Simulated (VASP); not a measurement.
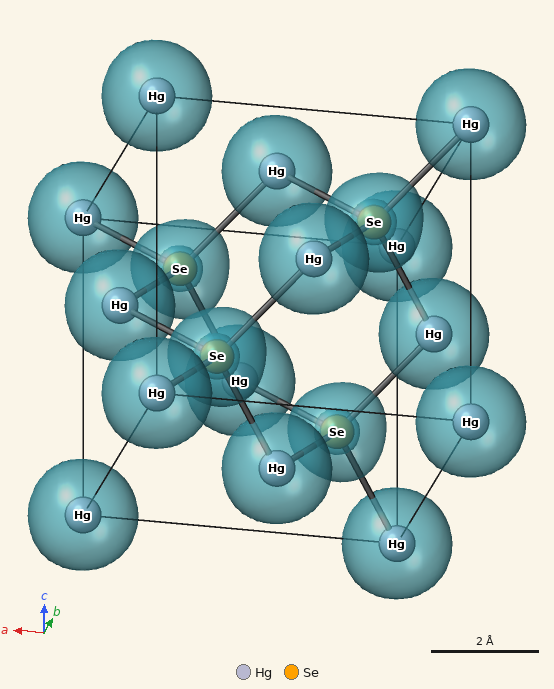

*HgSe. Isosurface of the valence charge density (pseudo) at 0.6 e/Å³ (cyan), seen at an oblique angle. Sticks mark near contacts.*

Space group F-43m; computed pressure about 5 GPa in this cell.

The calculation used Kohn-Sham DFT of a periodic cell, PBE, VASP PAW PBE potentials, recommended (VASP 6.6.1).

The density is the valence pseudo-density of a PAW calculation; it isn't the true density close to the nuclei.

How is the density connected at this value?

Answer. At this value the density breaks into separate islands; it holds about 60 % of the electrons treated as valence. It bridges none of the near contacts. It is pinched off along the shortest Hg–Se (2.63 Å) contacts. On the grid the lowest density along these lines, outside the cores, is 0.42 e/Å³ (Hg–Se, 2.63 Å).
